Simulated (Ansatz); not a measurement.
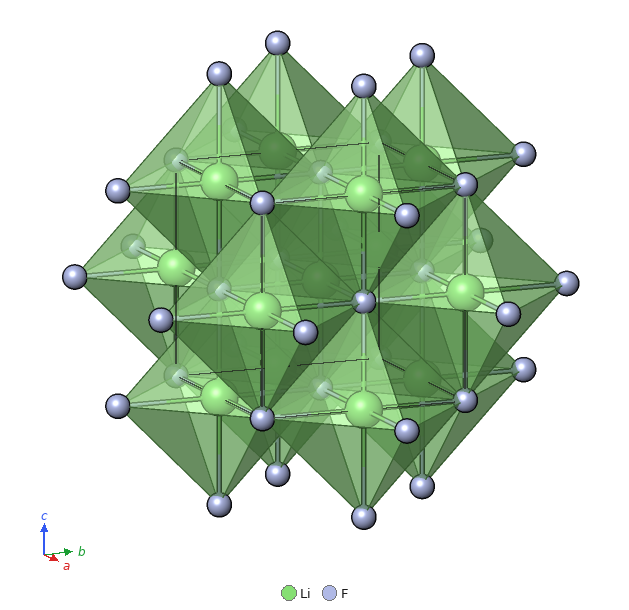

An orthographic polyhedral view of the structure, slightly off an axis. The conventional unit cell is outlined; an atom on or near a face, edge or corner is repeated at each equivalent position. Some neighbours outside the box are added.

LiF, rock salt (NaCl type), space group Fm-3m (No. 225), a = 4.068 Å, b = 4.068 Å, c = 4.068 Å, α = 90.00°, β = 90.00°, γ = 90.00°. The starting point was a structure type filled with these elements by a generator (whether the compound takes this form wasn't checked). Earlier steps of the study may have refined or changed the cell and positions. An electronic-structure calculation with Ansatz was run on it.

This one geometry was computed with Ansatz (DFT, plane waves, PAW) at three levels of theory: PBE, r2SCAN and LDA.

Q: Which level gives the highest pressure at this volume, and what does that say about its equilibrium volume?

A: Highest: PBE (0.0 GPa), which points to the largest equilibrium volume. Lowest, with the smallest volume: LDA (-8.1 GPa). Levels within 0.5 GPa of each other can't be told apart.

Q: How does the band gap change with the level of theory?

A: LDA: a gap of 8.58 eV, direct; PBE: a gap of 8.83 eV, direct; r2SCAN: a gap of 9.79 eV, direct.

Q: Collect the results in a table.

A:
| level | cutoff (eV) | k-mesh of the run's cell | gap (eV) | pressure (GPa) |
| --- | --- | --- | --- | --- |
| PBE | 420 | 10×10×10 | 8.83 | 0.0 |
| r2SCAN | 500 | 10×10×10 | 9.79 | -4.0 |
| LDA | 420 | 10×10×10 | 8.58 | -8.1 |

Gaps are taken on the k-mesh or band path of each run.
